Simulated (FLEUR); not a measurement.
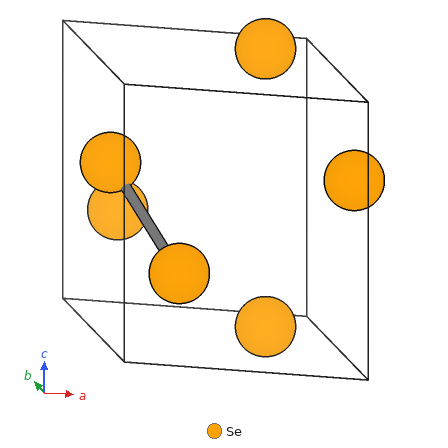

System: Se, space group P3_121 (No. 152). The picture shows the conventional cell.

Starting cell:
```
Se
1.0
     4.36620    0.00000    0.00000
    -2.18310    3.78124    0.00000
     0.00000    0.00000    4.95360
Se
3
Direct
  0.77460 0.77460 0.00000
  0.00000 0.22540 0.66667
  0.22540 0.00000 0.33333
```

Computed with FLEUR MaX-R8.1 (later development tree): all-electron LAPW DFT, no spin polarisation; energies at scaled volumes of the given cell, shape and fractions fixed, counted from the fit's minimum, third-order Birch-Murnaghan fit. Level: PBEsol.

- k mesh: 7×7×6
- occupations: Fermi–Dirac
- smearing width: 0.05 eV
- potentials: all electron
- program settings: basis FLAPW, kmax 4.88 1/bohr

Describe the result: the energy against volume. The volume takes the values 25.63, 26.17, 26.72, 27.26, 27.81, 28.35, 28.90 Å³/atom.

A third-order Birch–Murnaghan fit gives V0 = 27.34 Å³/atom, B0 = 56.3 GPa and B′ = 4.4. The energy is 21.27 meV/atom at volume 25.63 Å³/atom and 14.08 meV/atom at 28.90 Å³/atom; the lowest computed point is at volume 27.26 Å³/atom (0.03 meV/atom), in a single well.

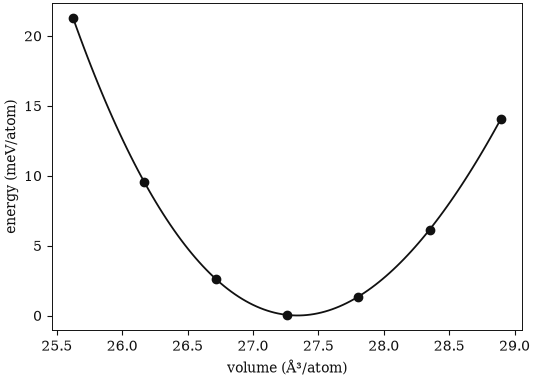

Limits of the calculation: shape and atomic fractions are frozen while scaling, which makes layered, chain and framework solids too stiff.
